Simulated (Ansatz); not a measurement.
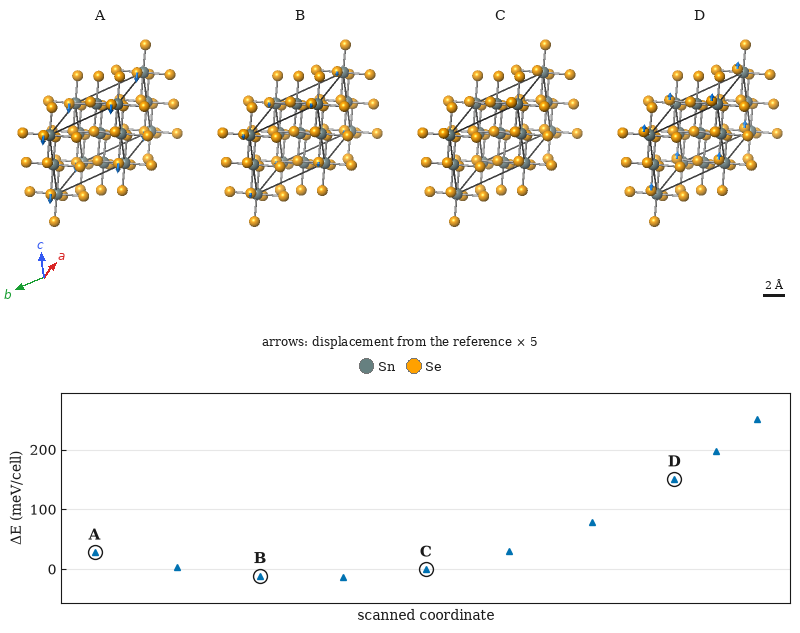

A scan of solid SnSe2 (P-3m1) along one coordinate. The picture is a ball-and-stick view of the cell of the calculation, seen from a free direction. Blue arrows: displacements from the reference.

Method: Ansatz, DFT PBE, scalar-relativistic, plane waves, PAW. Set-up: plane-wave cutoff 420 eV; k-point mesh 6 × 6 × 6; occupations gaussian; smearing width 0.05 eV; no spin polarisation. Energies (free energies at the smearing named) are counted from the cell as listed in its source, which wasn't relaxed.

Q: What is being scanned?

A: A Se atom (one in each cell of 12 atoms) is moved towards the nearest copy of atom 1 (Sn) at 2.682 Å, all else fixed. In the frames the displacement is −0.20 Å (A), −0.10 Å (B), 0.00 Å (C), 0.15 Å (D). Of the computed points the lowest is at the displacement −0.05 Å, −12.6 meV/cell. The end points stand at 28.5 meV/cell (−0.20 Å) and 250.4 meV/cell (0.20 Å). The reference isn't the lowest point: the distortion gains at least 12.6 meV/cell. The curvature at zero is about 6.8 eV/Å². At the highest point the shortest interatomic distance is 2.48 Å, against 2.68 Å in the reference. The distortion takes the space group from P-3m1 to Cm.

Limits of the set-up: layers or molecules are held without a dispersion correction, so their spacing is unreliable.
